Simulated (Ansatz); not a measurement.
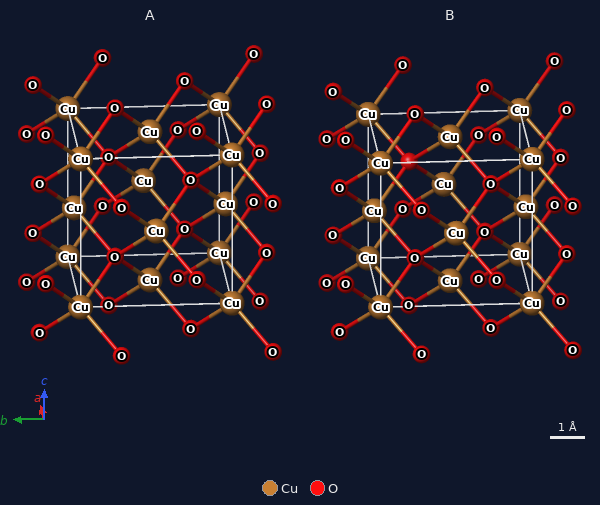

Two geometries of a crystal of CuO (a generated structure, set up in F-43m): one is the relaxed structure, the other was perturbed away from it. The picture is a ball-and-stick view of the conventional cell (4 times the calculation's cell), seen from a free direction. Lengths and directions refer to the drawn axes.

Theory: Ansatz, DFT, PBE, PAW with Ansatz's default frozen-core files, scalar-relativistic. (plane-wave cutoff 420 eV; k-point mesh 16 × 16 × 16; occupations fermi dirac; smearing width 0.05 eV; no spin polarisation)

Which one is perturbed?

Structure A is the perturbed one. The cell is strained by 0.0 % along b and +3.0 % across it (volume +6.1 %), the atoms keeping their fractional coordinates. No relaxation follows. Some distances before and after: Cu–O 1.959 → 1.998 Å. The space group (tolerance 0.01 Å) goes from F-43m (No. 216) to I-4m2 (No. 119). Energy change: +17.3 meV per atom. Pressure: 0.0 GPa before, −7.1 GPa after. The principal stresses (compression positive) are −6.6 GPa along b and −7.4 GPa across it. All forces vanish by symmetry.
